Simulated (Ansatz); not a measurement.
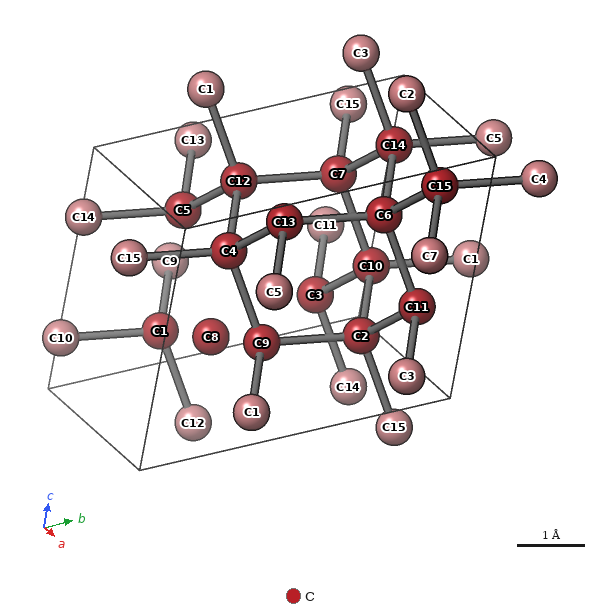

**Figure 1.** The structure as given in the input (ball-and-stick view of the cell of the calculation, seen slightly off an axis; neighbours outside the cell are drawn fainter; atoms are numbered from 1 in the order of the input).

C: geometry relaxation (part 1 of 2)

System: C (defect cell, 15 atoms in the cell).
Method: DFT PBE, scalar-relativistic, plane waves, PAW, no spin polarisation (Ansatz 0.2.0).

The structure derives from an entry of the Crystallography Open Database. It belongs to a series of runs on one base structure; here: atom 8 (C) set half-way to the vacancy, atoms relaxed in the symmetry of that start. Figures and captions count atoms from 1; the log counts them from 0 in places.

Output:
```
Warning: output.stress: scf.convergence.dr2_threshold = 1e-7 eV (the SCF's general default) is looser than the 1.5e-9 eV advised for a printed stress (1e-10 eV for each atom of the cell: 15). What an SCF threshold leaves in a stress goes as its square root, and in the free energy as the threshold itself, and one threshold admits the most on a small cell: of the crystals measured, under no hybrid functional and no lock of the moments, on runs that ended without the residual-converged pass, on stresses that held no estimate of that error, the worst erred by over 100 MPa in a component at 1e-7 eV an atom and by under 5 at 1e-10. Every solve of this run answers to scf.convergence.dr2_threshold, and the tensor of one is reported: a single SCF on the reported geometry and on this run's grids (its basis.xc_grid and basis.ecutrho_ratio typed), with scf.convergence.dr2_threshold at 1.5e-9 eV or tighter, prints it and tightens no other solve. Else set scf.convergence.dr2_threshold to 1.5e-9 eV or tighter. The threshold is an SCF's pass mark: one that does not reach it within its budget of iterations ends unconverged, or closes short of it on a stop that the run arms, and scf.convergence.dr2_threshold's page says what that costs each kind of run
Engine: ansatz 0.2.0, x86_64-unknown-linux-gnu
Pseudopotentials: kind: paw
Pseudopotential: C, paw, valence charge 4, recommended cutoff 420 eV (normal), C.paw.azcp
Functional definition: PBE
  parameter kappa = 0.804
  parameter beta = 0.06672455060314922
  exchange = pbe_x(kappa = kappa, mu = beta*pi^2/3)
  correlation = pbe_c(beta = beta)
Crystal: 15 atoms, lattice volume = 91.111 Å³
Basis set: ecut = 420 eV, 1807 PW (Γ), exchange–correlation on 72×72×72 points (8 copies of the dense FFT grid, shifted against one another)
Bands: 45, of which v1, the nominal top of the filled ones, is band 30 counted from 1 (29 counted from 0)
Symmetry: 12 space group operations
Space group: R-3m (ITA 166), of the structure as read, at distance tolerance 4.5e-5 Å
k-points: 13 of 64
Non-local potential: C, projectors of the file, l = 0: 2, l = 1: 2, l = 2: 1
PAW form: soft (Blöchl's): semilocal exchange-correlation on the pseudo side does not see the compensation charge
PAW one-centre angular grid: C, 110 points (default); XC on 64 Gauss nodes
Initial density: superposition of atomic densities (neutral atoms: chi_scale 0, normalization atom), corrected by the library's trained network
Initial wavefunctions: pseudopotential atomic-orbital guess
Functional: x = pbe(κ = 0.804, μ = 0.2195149727645171), c = pbe(β = 0.06672455060314922)
SCF iter   1: F=—  HF=-3752.882524 eV  |F-HF|=—  |Δ(HF+E_count)|=         —  Δρ=7.13e-3  dr2=6.46e-2  ethr=1.77e-3  ⟨swp⟩=6.0  Hψ=2501  notcnv=0  defer=43
preconditioner: auto → Resta (q_TF=auto, 2.545 Å⁻¹)  ε∞=4.8  [insulator: Δε(μ)=0.086 eV  Ē_g=15.432 eV  σ=0.050 eV  W_gap=0.75  n_scr=26 (ndim 8)  ℏωp=30.1 eV  f_vac=0.000  D(μ)=1.19/eV (n_scr^D=8)  ε∞_Penn≈4.8]
SCF iter   2: F=—  HF=-3752.873572 eV  |F-HF|=—  |Δ(HF+E_count)|=   8.95e-3  Δρ=4.08e-3  dr2=2.15e-2  ethr=1.08e-4  ⟨swp⟩=1.2  Hψ=694  notcnv=0  defer=70
SCF iter   3: F=—  HF=-3752.869024 eV  |F-HF|=—  |Δ(HF+E_count)|=   4.55e-3  Δρ=4.03e-4  dr2=1.81e-4  ethr=3.58e-5  ⟨swp⟩=2.1  Hψ=779  notcnv=0  defer=70
SCF iter   4: F=—  HF=-3752.869008 eV  |F-HF|=—  |Δ(HF+E_count)|=   1.51e-5  Δρ=1.24e-4  dr2=1.14e-5  ethr=3.01e-7  ⟨swp⟩=2.0  Hψ=843  notcnv=0  defer=80
iter 5 did not close the SCF: its close was put off for the readings that it lacked (scf_convergence_deferred on its scf_iter line)
SCF iter   5: F=-3752.869009 eV  HF=-3752.869009 eV  |F-HF|=7.27e-9  |Δ(HF+E_count)|=   4.49e-7  Δρ=1.78e-5  dr2=2.85e-7  ethr=1.90e-8  ⟨swp⟩=2.4  Hψ=808  notcnv=0  defer=80
SCF iter   6: F=-3752.869009 eV  HF=-3752.869009 eV  |F-HF|=3.32e-9  |Δ(HF+E_count)|=   5.97e-8  Δρ=3.27e-6  dr2=8.27e-9  ethr=4.74e-10  ⟨swp⟩=14.9  Hψ=4292  notcnv=0
SCF 1 converged in 6 iterations: F = -3752.869009 eV  dr2 = 8.27e-9
  greatest PAW one-centre occupation: 0.647 electrons in one spin orbital (limit 2), on the C atom at site 10 (counted from 0), in its partial waves of l = 0
relax step   1: F+E_penalty+E_count = -3752.86900890 eV  Δ(F+E_penalty+E_count) = +0.000e0 eV  max|allowed force component| = 2.823e0 eV/Å  Δτ_max = 0.0000 Å  (6 SCF iters, dr2 threshold 1.00e-5 eV, accepted)
Initial density: handed on by an earlier stage of this run
Initial wavefunctions: those handed on with the density
iter 1 solved again at ethr=1.36e-4 eV; its pass at ethr=3.10e-3 eV (dr2=8.14e-2 eV) is discarded
SCF iter   1: F=—  HF=-3753.631361 eV  |F-HF|=—  |Δ(HF+E_count)|=         —  Δρ=1.14e-2  dr2=8.13e-2  ethr=1.36e-4  ⟨swp⟩=1.7  Hψ=2203  notcnv=0  defer=115
preconditioner: auto → Resta (q_TF=auto, 2.545 Å⁻¹)  ε∞=4.8  [insulator: Δε(μ)=0.052 eV  Ē_g=15.535 eV  σ=0.050 eV  W_gap=0.50  n_scr=26 (ndim 8)  ℏωp=30.1 eV  f_vac=0.000  D(μ)=1.81/eV (n_scr^D=14)  ε∞_Penn≈4.8]
SCF iter   2: F=—  HF=-3753.618806 eV  |F-HF|=—  |Δ(HF+E_count)|=   1.26e-2  Δρ=5.89e-3  dr2=2.30e-2  ethr=1.36e-4  ⟨swp⟩=2.7  Hψ=717  notcnv=0  defer=115
preconditioner: auto → Kerker (q_TF=auto, 2.545 Å⁻¹)  [metal: Δε(μ)=0.050 eV  Ē_g=15.540 eV  σ=0.050 eV  W_gap=0.49  n_scr=26 (ndim 8)  ℏωp=30.1 eV  f_vac=0.000  D(μ)=1.81/eV (n_scr^D=14)]
SCF iter   3: F=—  HF=-3753.614246 eV  |F-HF|=—  |Δ(HF+E_count)|=   4.56e-3  Δρ=7.31e-4  dr2=9.96e-4  ethr=3.83e-5  ⟨swp⟩=2.2  Hψ=827  notcnv=0  defer=115
SCF iter   4: F=—  HF=-3753.613996 eV  |F-HF|=—  |Δ(HF+E_count)|=   2.50e-4  Δρ=1.86e-4  dr2=6.83e-5  ethr=1.66e-6  ⟨swp⟩=2.3  Hψ=840  notcnv=0  defer=115
iter 5 did not close the SCF: its close was put off for the readings that it lacked (scf_convergence_deferred on its scf_iter line)
SCF iter   5: F=-3753.613981 eV  HF=-3753.613982 eV  |F-HF|=3.70e-7  |Δ(HF+E_count)|=   1.48e-5  Δρ=3.89e-5  dr2=1.41e-6  ethr=1.14e-7  ⟨swp⟩=2.0  Hψ=795  notcnv=0  defer=115
SCF iter   6: F=-3753.613982 eV  HF=-3753.613982 eV  |F-HF|=6.26e-9  |Δ(HF+E_count)|=   1.39e-7  Δρ=7.88e-6  dr2=6.22e-8  ethr=2.35e-9  ⟨swp⟩=15.4  Hψ=4720  notcnv=0
SCF 2 converged in 6 iterations: F = -3753.613982 eV  dr2 = 6.22e-8
  greatest PAW one-centre occupation: 0.654 electrons in one spin orbital (limit 2), on the C atom at site 7 (counted from 0), in its partial waves of l = 0
relax step   2: F+E_penalty+E_count = -3753.61398173 eV  Δ(F+E_penalty+E_count) = -7.450e-1 eV  max|allowed force component| = 7.361e-1 eV/Å  Δτ_max = 0.0704 Å  (6 SCF iters, dr2 threshold 1.00e-4 eV, accepted)
SCF iter   1: F=—  HF=-3753.679196 eV  |F-HF|=—  |Δ(HF+E_count)|=         —  Δρ=4.12e-3  dr2=1.35e-2  ethr=7.24e-5  ⟨swp⟩=3.0  Hψ=1344  notcnv=0  defer=115
preconditioner: auto → Resta (q_TF=auto, 2.545 Å⁻¹)  ε∞=4.8  [insulator: Δε(μ)=0.176 eV  Ē_g=15.551 eV  σ=0.050 eV  W_gap=0.61  n_scr=26 (ndim 8)  ℏωp=30.1 eV  f_vac=0.000  D(μ)=2.17/eV (n_scr^D=14)  ε∞_Penn≈4.8]
SCF iter   2: F=—  HF=-3753.676643 eV  |F-HF|=—  |Δ(HF+E_count)|=   2.55e-3  Δρ=2.02e-3  dr2=2.98e-3  ethr=2.25e-5  ⟨swp⟩=1.0  Hψ=689  notcnv=0  defer=115
SCF iter   3: F=—  HF=-3753.675935 eV  |F-HF|=—  |Δ(HF+E_count)|=   7.08e-4  Δρ=2.10e-4  dr2=3.23e-5  ethr=4.97e-6  ⟨swp⟩=2.0  Hψ=730  notcnv=0  defer=115
iter 4 did not close the SCF: its close was put off for the readings that it lacked (scf_convergence_deferred on its scf_iter line)
SCF iter   4: F=-3753.675934 eV  HF=-3753.675934 eV  |F-HF|=2.16e-7  |Δ(HF+E_count)|=   7.35e-7  Δρ=4.41e-5  dr2=1.46e-6  ethr=5.38e-8  ⟨swp⟩=2.0  Hψ=810  notcnv=0  defer=115
iter 5 did not close the SCF: its close was put off for the readings that it lacked (scf_convergence_deferred on its scf_iter line)
SCF iter   5: F=-3753.675935 eV  HF=-3753.675934 eV  |F-HF|=4.38e-9  |Δ(HF+E_count)|=   1.55e-7  Δρ=8.38e-6  dr2=5.28e-8  ethr=2.43e-9  ⟨swp⟩=2.0  Hψ=847  notcnv=0  defer=115
SCF iter   6: F=-3753.675935 eV  HF=-3753.675935 eV  |F-HF|=1.43e-10  |Δ(HF+E_count)|=   2.01e-8  Δρ=1.38e-6  dr2=1.59e-9  ethr=8.80e-11  ⟨swp⟩=13.4  Hψ=4167  notcnv=0
SCF 3 converged in 6 iterations: F = -3753.675935 eV  dr2 = 1.59e-9
  greatest PAW one-centre occupation: 0.659 electrons in one spin orbital (limit 2), on the C atom at site 7 (counted from 0), in its partial waves of l = 0
relax step   3: F+E_penalty+E_count = -3753.67593452 eV  Δ(F+E_penalty+E_count) = -6.195e-2 eV  max|allowed force component| = 2.335e-1 eV/Å  Δτ_max = 0.0139 Å  (6 SCF iters, dr2 threshold 3.39e-5 eV, accepted)
SCF iter   1: F=—  HF=-3753.697471 eV  |F-HF|=—  |Δ(HF+E_count)|=         —  Δρ=4.00e-3  dr2=1.76e-2  ethr=1.25e-4  ⟨swp⟩=2.7  Hψ=1253  notcnv=0  defer=115
preconditioner: auto → Resta (q_TF=auto, 2.545 Å⁻¹)  ε∞=4.8  [insulator: Δε(μ)=0.234 eV  Ē_g=15.552 eV  σ=0.050 eV  W_gap=0.73  n_scr=26 (ndim 8)  ℏωp=30.1 eV  f_vac=0.000  D(μ)=2.23/eV (n_scr^D=14)  ε∞_Penn≈4.8]
SCF iter   2: F=—  HF=-3753.694132 eV  |F-HF|=—  |Δ(HF+E_count)|=   3.34e-3  Δρ=1.87e-3  dr2=3.44e-3  ethr=2.94e-5  ⟨swp⟩=1.0  Hψ=689  notcnv=0  defer=115
SCF iter   3: F=—  HF=-3753.693275 eV  |F-HF|=—  |Δ(HF+E_count)|=   8.58e-4  Δρ=2.52e-4  dr2=4.90e-5  ethr=5.74e-6  ⟨swp⟩=2.0  Hψ=733  notcnv=0  defer=115
iter 4 did not close the SCF: its close was put off for the readings that it lacked (scf_convergence_deferred on its scf_iter line)
SCF iter   4: F=-3753.693268 eV  HF=-3753.693270 eV  |F-HF|=1.29e-6  |Δ(HF+E_count)|=   5.22e-6  Δρ=5.10e-5  dr2=3.08e-6  ethr=8.16e-8  ⟨swp⟩=2.2  Hψ=812  notcnv=0  defer=115
iter 5 did not close the SCF: its close was put off for the readings that it lacked (scf_convergence_deferred on its scf_iter line)
SCF iter   5: F=-3753.693269 eV  HF=-3753.693269 eV  |F-HF|=1.51e-8  |Δ(HF+E_count)|=   1.14e-7  Δρ=9.38e-6  dr2=8.52e-8  ethr=5.14e-9  ⟨swp⟩=2.0  Hψ=816  notcnv=0  defer=115
SCF iter   6: F=-3753.693269 eV  HF=-3753.693269 eV  |F-HF|=1.55e-10  |Δ(HF+E_count)|=   1.95e-8  Δρ=1.34e-6  dr2=1.17e-9  ethr=1.42e-10  ⟨swp⟩=13.2  Hψ=4091  notcnv=0
SCF 4 converged in 6 iterations: F = -3753.693269 eV  dr2 = 1.17e-9
  greatest PAW one-centre occupation: 0.662 electrons in one spin orbital (limit 2), on the C atom at site 7 (counted from 0), in its partial waves of l = 0
relax step   4: F+E_penalty+E_count = -3753.69326942 eV  Δ(F+E_penalty+E_count) = -1.733e-2 eV  max|allowed force component| = 6.484e-2 eV/Å  Δτ_max = 0.0105 Å  (6 SCF iters, dr2 threshold 3.71e-6 eV, accepted)
SCF iter   1: F=—  HF=-3753.694043 eV  |F-HF|=—  |Δ(HF+E_count)|=         —  Δρ=6.21e-4  dr2=2.57e-4  ethr=1.16e-5  ⟨swp⟩=2.7  Hψ=1177  notcnv=0  defer=61
preconditioner: auto → Resta (q_TF=auto, 2.545 Å⁻¹)  ε∞=4.8  [insulator: Δε(μ)=0.229 eV  Ē_g=15.549 eV  σ=0.050 eV  W_gap=0.74  n_scr=26 (ndim 8)  ℏωp=30.1 eV  f_vac=0.000  D(μ)=2.24/eV (n_scr^D=14)  ε∞_Penn≈4.8]
SCF iter   2: F=—  HF=-3753.693978 eV  |F-HF|=—  |Δ(HF+E_count)|=   6.53e-5  Δρ=3.15e-4  dr2=6.26e-5  ethr=4.28e-7  ⟨swp⟩=1.4  Hψ=772  notcnv=0  defer=64
SCF iter   3: F=—  HF=-3753.693959 eV  |F-HF|=—  |Δ(HF+E_count)|=   1.81e-5  Δρ=1.82e-5  dr2=2.43e-7  ethr=1.04e-7  ⟨swp⟩=2.0  Hψ=788  notcnv=0  defer=64
iter 4 did not close the SCF: its close was put off for the readings that it lacked (scf_convergence_deferred on its scf_iter line)
SCF iter   4: F=-3753.693959 eV  HF=-3753.693959 eV  |F-HF|=8.96e-9  |Δ(HF+E_count)|=   2.00e-9  Δρ=5.42e-6  dr2=2.71e-8  ethr=4.05e-10  ⟨swp⟩=2.0  Hψ=853  notcnv=0  defer=64
iter 5 did not close the SCF: its close was put off for the readings that it lacked (scf_convergence_deferred on its scf_iter line)
SCF iter   5: F=-3753.693959 eV  HF=-3753.693959 eV  |F-HF|=1.71e-10  |Δ(HF+E_count)|=   3.35e-9  Δρ=8.07e-7  dr2=7.88e-10  ethr=4.52e-11  ⟨swp⟩=2.4  Hψ=829  notcnv=0  defer=64
SCF iter   6: F=-3753.693959 eV  HF=-3753.693959 eV  |F-HF|=9.09e-13  |Δ(HF+E_count)|=  8.00e-11  Δρ=1.60e-7  dr2=1.98e-11  ethr=1.31e-12  ⟨swp⟩=10.5  Hψ=3428  notcnv=0
SCF 5 converged in 6 iterations: F = -3753.693959 eV  dr2 = 1.98e-11
  greatest PAW one-centre occupation: 0.663 electrons in one spin orbital (limit 2), on the C atom at site 7 (counted from 0), in its partial waves of l = 0
relax step   5: F+E_penalty+E_count = -3753.69395940 eV  Δ(F+E_penalty+E_count) = -6.900e-4 eV  max|allowed force component| = 2.232e-3 eV/Å  Δτ_max = 0.0021 Å  (6 SCF iters, accepted)
```

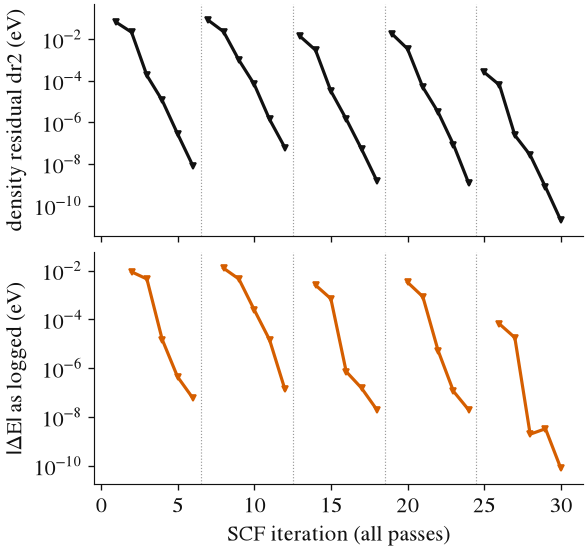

**Figure 2.** Convergence of the self-consistent field: density residual dr2 and size of the energy change against the SCF iteration. The dotted lines part the SCF passes of the relaxation: geometry steps, rejected trials and re-solves on a re-selected basis. The 5 passes take 6 iterations each, 30 in all.

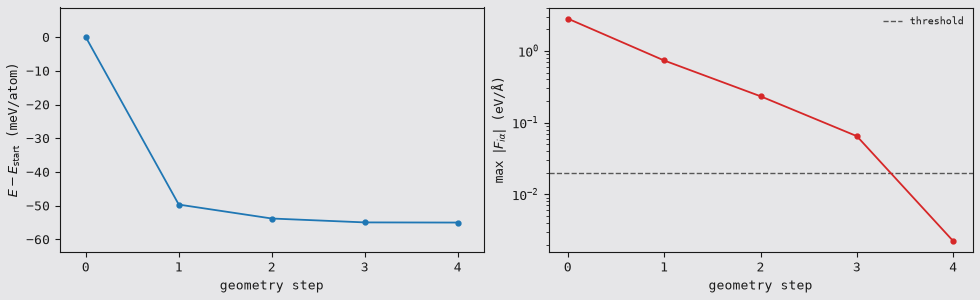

**Figure 3.** Progress of the relaxation, step by step (the first geometry is step 0 here and step 1 in the log).

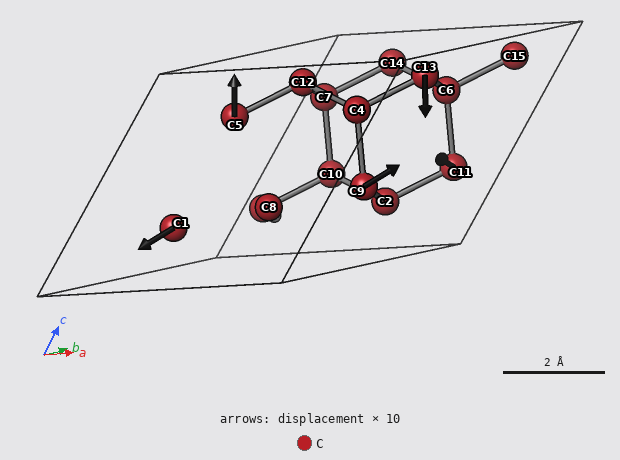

**Figure 4.** The starting structure with the displacements as black arrows, magnified 10 times (ball-and-stick view of the cell of the calculation, seen at an oblique angle). The largest moves, 0.088 Å, are those of C1, C3, C5, C9, C11 and C13. The cell stays as it was. Among the contacts that change: C1–C10 1.546 → 1.514 Å, C1–C9 1.546 → 1.517 Å, C7–C15 1.546 → 1.536 Å. Among the angles that change: C1–C12–C5 109.5° → 103.5°, C9–C1–C10 109.5° → 113.5°, C10–C1–C12 109.5° → 112.8°. Over 4 geometry steps the energy falls by 55.0 meV per atom. Largest force component: 2.8 eV/Å at the start, 0.0022 eV/Å at the end. (Atoms are counted from 1 in the order of the input.)

```
SCF converged after 6 iterations
Free energy (F): -3753.693959 eV
Harris-Foulkes:  -3753.693959 eV  (|F-HF|=9.09e-13)
Internal energy: -3753.691155 eV  (E = F + TS)
E sigma→0 (E₀):  -3753.692557 eV
Entropy (-TS):   -0.002804 eV (-0.187 meV/atom)
Fermi energy:    12.702982 eV
--- Per-component energies (eV) ---
  E_band       = 208.669090
  E_kinetic    = 1354.095184
  E_local      = -1010.951893  (includes V_loc(G=0)·N_el)
  E_nonlocal   = 401.110214
  E_hartree    = 228.421596
  E_xc         = -722.539638
  E_vxc        = -896.298062  (∫ρ·V_xc dr)
  E_paw        = -1485.334336  (= ΣΔE_a)
  E_vpaw       = -96.129698  (= ΣTr[D̂ρ^β])
  E_aug_tail   = 0.000114  (compensation charges beyond the density's cutoff)
  E_ewald      = -2518.492395
  E_smearing   = -0.002804  (= −TS)
  E_closure    = -0.000000  (closes the sum)
  Σ components = -3753.693959   (vs F -3753.693959, Δ=0.00e0)
```
